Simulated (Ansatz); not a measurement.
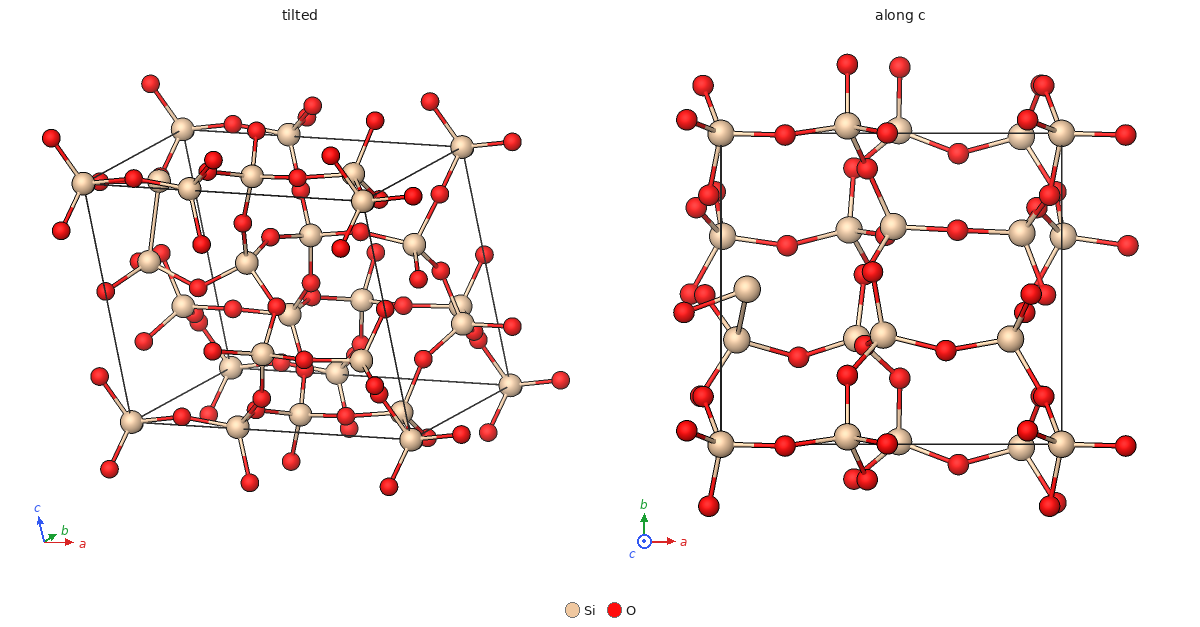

An orthographic ball-and-stick view of the structure, slightly off an axis and along the c axis. The simulation cell is drawn as a box. Some neighbours outside the box are added. Cell: a = 8.404 Å, b = 8.781 Å, c = 8.781 Å, α = 119.12°, β = 90.00°, γ = 90.00°.

Give a description of the structure.

The formula is Si$_{13}$O$_{24}$. All rotations and mirrors are lost; the group is P1. There are 37 atoms in the cell: 13 Si, 24 O. Each O atom is coordinated by two Si at about 1.6 to 1.7 Å. The bonds build a three-dimensional framework.

Its origin is a structure listed in the Materials Project, repeated into a supercell with a point defect put in. The atoms were relaxed in a fixed cell with Ansatz 0.2.0, DFT PBE, scalar-relativistic, plane waves, PAW.
